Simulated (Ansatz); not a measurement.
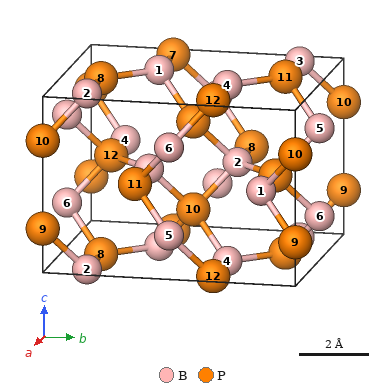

This is the input geometry for a relaxation of a crystal of BP (a generated structure, set up in Ibam) (coarse preliminary run). The picture is a ball-and-stick view of the conventional cell (2 times the calculation's cell), seen slightly off an axis. Lengths and directions refer to the drawn axes.

Computed with DFT PBE, scalar-relativistic, plane waves, PAW (Ansatz 0.2.0).

Input file:
```yaml
crystal:
  lattice:
    - [-3.23618026, 3.76582177, 2.63729889]
    - [3.23618026, -3.76582177, 2.63729889]
    - [3.23618026, 3.76582177, -2.63729889]
  atoms:
    - { symbol: B, position: [0.34490753, 0.39600259, 0.74091012] }
    - { symbol: B, position: [0.15509247, 0.89600259, 0.05109506] }
    - { symbol: B, position: [0.84490753, 0.10399741, 0.94890494] }
    - { symbol: B, position: [0.65509247, 0.60399741, 0.25908988] }
    - { symbol: B, position: [0.75, 0.25, 0.5] }
    - { symbol: B, position: [0.25, 0.75, 0.5] }
    - { symbol: P, position: [0.34490753, 0.10399741, 0.44890494] }
    - { symbol: P, position: [0.15509247, 0.60399741, 0.75908988] }
    - { symbol: P, position: [0.25, 0.25, 0.0] }
    - { symbol: P, position: [0.75, 0.75, 0.0] }
    - { symbol: P, position: [0.84490753, 0.39600259, 0.24091012] }
    - { symbol: P, position: [0.65509247, 0.89600259, 0.55109506] }
basis:
  ecutwfc: 420
kpoints:
  mp_grid: { grid: [4, 4, 4] }
hamiltonian:
  xc: pbe
scf:
  occupations: { method: gaussian, width: 0.1 }
  lower_state_search: "off"
output:
  forces: true
  stress: true
  eigenvalues: true
relax:
  adjacent_minimum: "off"
  f_tol: 0.04
  max_steps: 70
  cell: { stress_tol: 0.4 }
```

Launched with:
```bash
ansatz run input.yaml --threads 1 --pin off --max-ram 2560MiB --backend cpu --events-out ev --progress --plain --runs-dir out
```

Q: Predict the outcome.

A: The largest moves relative to the cell, 0.036 Å, are those of P7, P8, P11 and P12. P8 goes roughly along [1 −3 0]. Largest moves by element: P 0.036 Å, B 0.023 Å. The drawn cell changes as follows: a 6.472 → 6.819 Å (+5.4 %), b 7.532 → 7.493 Å (−0.5 %), c 5.275 → 5.803 Å (+10.0 %); the volume changes by +15.3 %. Near-neighbour distances that change, for instance: B1–P7 1.890 → 1.988 Å, B1–P10 1.886 → 1.975 Å, B1–P8 1.964 → 2.053 Å, B5–P11 1.886 → 1.971 Å. Among the angles between lasting bonds that change: P7–B5–P11 103.5° → 110.3°, B1–P10–B3 103.5° → 109.5°, P7–B5–P12 91.3° → 85.2°. The space group stays Ibam (No. 72). The energy falls by 188 meV per atom in 5 accepted moves (8 points after the start). The largest force component goes from 0.37 to 0.0072 eV/Å. The pressure goes from 27.90 to 0.01 GPa. The line search rejected the trial step at point 4 of the run. At 2 points the geometry stayed and the basis and grid were re-selected for the new cell (energy shift of 3.4 meV per atom at most each time). The run took 63 s on 1 thread of Arm Neoverse V1 (shared host), peak memory 0.41 GiB.

Step by step:

```csv
step,"E − E(0), meV/atom","largest force component, eV/Å","pressure, GPa","volume, Å³/atom",note
0,0.00,0.3656,27.90,10.713,
1,-132.94,0.2273,14.56,11.366,
2,-182.98,0.1264,2.50,12.120,
3,-184.49,0.0819,0.43,12.293,
4,-184.39,0.1087,-0.07,12.323,rejected
5,-184.58,0.0100,0.08,12.320,
6,-187.99,0.0081,0.40,12.320,"same geometry, new basis"
7,-188.01,0.0072,0.01,12.354,
8,-188.04,0.0072,0.01,12.354,"same geometry, new basis"
```

The structure at the end:

```xyz
12
Lattice="-3.4093 3.7467 2.9015 3.4093 -3.7467 2.9015 3.4093 3.7467 -2.9015" Properties=species:S:1:pos:R:3 pbc="T T T"
B     2.7031    2.6069    0.0000
B     2.7031   -2.6069    2.9015
B     0.7062    6.3536    0.0000
B     0.7062    1.1398    2.9015
B     0.0000    3.7467    1.4508
B     3.4093    0.0000    1.4508
P     0.7156    2.6201    0.0000
P     4.1249    1.1266    0.0000
P     0.0000    0.0000    1.4508
P     0.0000    0.0000    4.3523
P    -0.7156    2.6201    2.9015
P     2.6938    1.1266    2.9015
```

After the run, drawn alike:

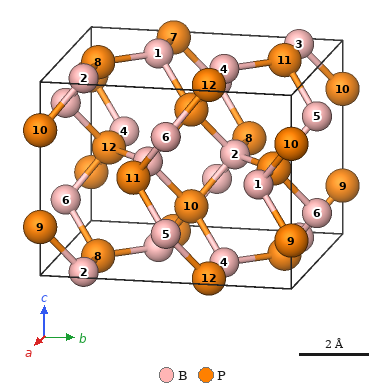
